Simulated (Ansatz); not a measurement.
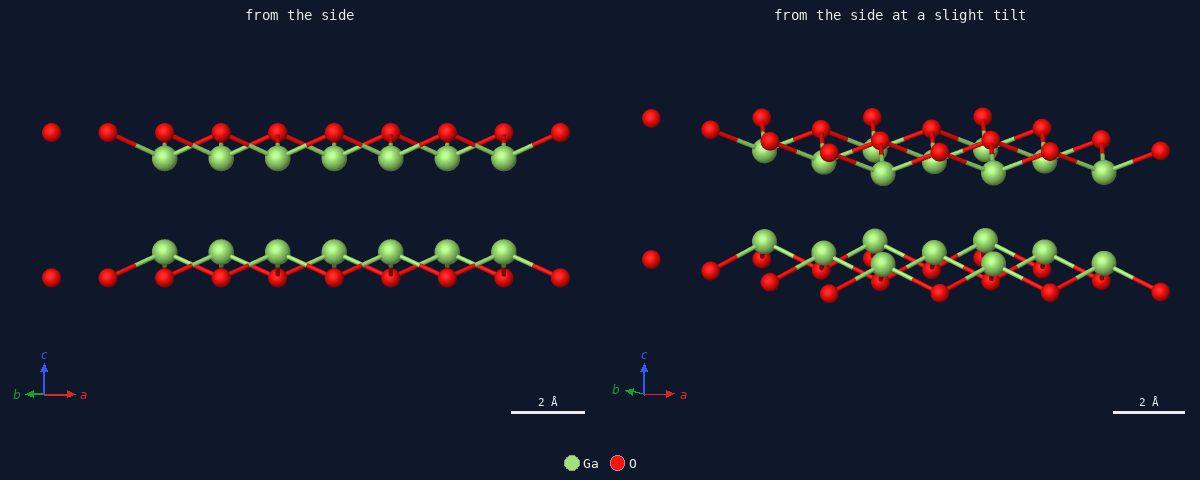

A ball-and-stick picture of a periodic slab, seen from the side and from the side at a slight tilt. The surface normal points up in side views; the vacuum is left out. 3×3 cells are drawn in the plane, with atoms at the edges repeated.

The cell holds 2 Ga, 2 O.

Q: Which elements lie outermost on each side?

A: The top face ends in O, the bottom face in O. The two faces are alike.

Q: How far does the slab extend along the normal?

A: About 4.0 Å from the lowest to the highest atom.

Q: Give the sequence of planes from the top.

A: Four planes: O / Ga / Ga / O.

Q: How are the atoms bonded?

A: About every Ga there are three O in a trigonal pyramidal arrangement at about 1.9 Å. Around each O lie three Ga in a trigonal pyramidal arrangement at about 1.9 Å. Not all metal-metal contacts are counted. The bonds build GaO layers parallel to the surface.

The structure was taken from a structure listed in the Materials Project, with elements exchanged, so it need not be a known form of the compound. The cell was then strained or its atoms displaced on purpose. A calculation with Ansatz used it as input.
